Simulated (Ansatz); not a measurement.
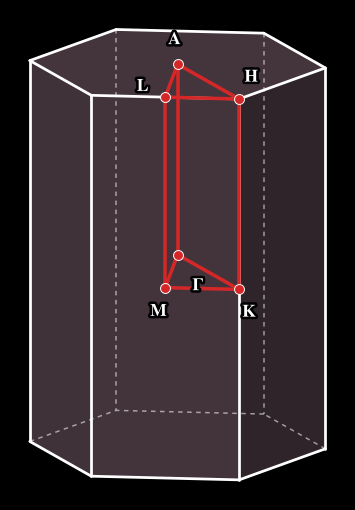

For Ge, the input geometry of an electronic-structure calculation (not necessarily at equilibrium); the starting structure was generated, so it need not be a known form of this composition: the figure shows the first Brillouin zone with its special points and a band path. The drawing is computed from the coordinates (standard cell, symmetry found to 0.002 Å).

Labels and path follow the convention of Hinuma et al. (2017), as computed by seekpath.

What lattice type do the shape and the labels point to?

A primitive hexagonal lattice (hP; extended symbol hP2). The zone is a hexagonal prism in its combinatorial type: 8 faces (6 with 4 edges, 2 with 6 edges), 18 edges, 12 vertices.

In which order does the conventional band path visit the special points?

Γ–M–K–Γ–A–L–H–A | L–M | H–K
